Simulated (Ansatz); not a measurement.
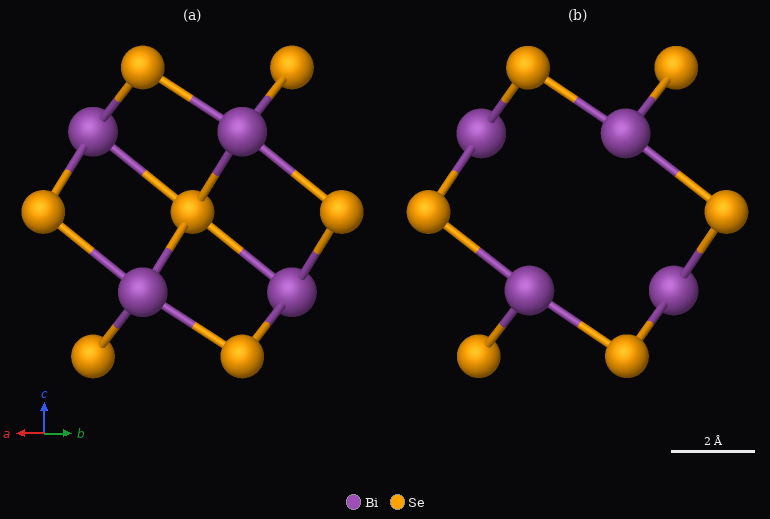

Left: perfect Bi$_{2}$Se$_{3}$. Right: the same region with one point defect, after relaxing the atoms in a supercell of 45 sites. Style: ball-and-stick. Shown: the atoms within 4.6 Å of one point, in a slice 5.0 Å thick across the line of sight, along [110].

The calculation used Ansatz 0.2.0, DFT PBE, scalar-relativistic, plane waves, PAW. (plane-wave cutoff 420 eV; k-point mesh 2 × 2 × 2; occupations gaussian; smearing width 0.01 eV; mesh shifted by (0.5, 0.5, 0.5); no spin polarisation) The cell is small and the k-mesh coarse, so the numbers are rough. The axes drawn are those of the host's conventional cell.

> What kind of defect was made?

A selenium atom is taken out (a vacancy).

The charge state of the cell is 0.

> What does the relaxation do around it?

Around the empty Se site the host had 6 Bi at 3.11 Å; after relaxation the nearest atoms are 6 Bi at 3.02 Å. Of the host's atoms, a selenium atom moves furthest from its site, by 0.10 Å. Relaxing the atoms from the host's sites lowers the energy by 0.11 eV. At a tolerance of 0.02 Å the relaxed supercell has space group C2/m.

Limits of the set-up: layers or molecules are held without a dispersion correction, so their spacing is unreliable.
